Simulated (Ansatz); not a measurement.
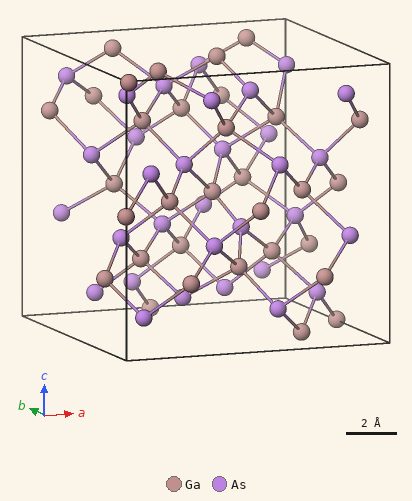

Starting frame of a dynamics run of an amorphous cell of composition Ga₃₂As₃₂ (64 atoms in the cell). The picture is a ball-and-stick view of the simulation cell, seen slightly off an axis. Bonds to atoms that aren't drawn are left out.

Level of theory: DFT, PBEsol, PAW, plane waves in Ansatz.

Set-up: plane-wave cutoff 420 eV; k-point mesh 1 × 1 × 1; Fermi-Dirac smearing 0.01 eV; Langevin thermostat (NVT); set temperature 2500 K, then 2500 K at the end of 240 steps, then to 300 K over 360 steps; time step 2.5 fs. The run takes 1.50 ps.

**Predict how the run goes.**

Under the programmed temperature the kinetic temperature goes from 2586 K (first eighth) to 591 K (last eighth), with a peak of 2712 K. That is well off the final set point of 300 K. The potential energy in the second half lies on average 118 meV per atom above the first frame. Root-mean-square distances from the starting positions over the second half, with the common drift of all atoms taken out: Ga 1.63 Å, As 1.45 Å. That is a large part of the typical shortest distance between atoms in the first frame, about 2.3 Å and still growing: the atoms leave their places as in a liquid.

Along the run:

```
time (fs)  potential energy (meV/atom)  T (K)
      0.0                          0.0   2461
     97.5                        -64.8   2712
    197.5                         -0.3   2305
    297.5                         48.2   2311
    397.5                         85.6   2551
    497.5                        144.7   2511
    597.5                        168.6   2540
    697.5                        174.9   2406
    797.5                        173.5   2466
    897.5                        157.6   2079
    997.5                        149.0   1551
   1097.5                        133.7   1280
   1197.5                        120.7   1140
   1297.5                        101.3    931
   1397.5                         66.5    747
   1497.5                         45.4    436
```

The frame at 1.50 ps:

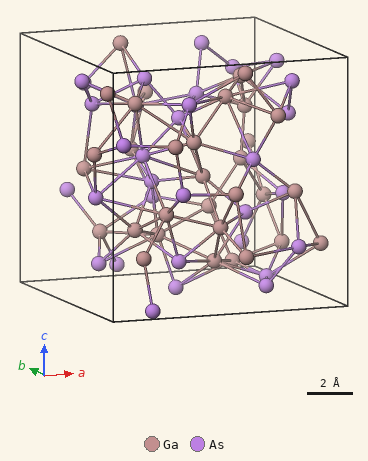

Limits of the set-up: the program's low-accuracy preset was used.

The run took 6.6 min on 1 × NVIDIA GB300 with 8 threads of Arm Neoverse-V2, peak memory 2.1 GiB.
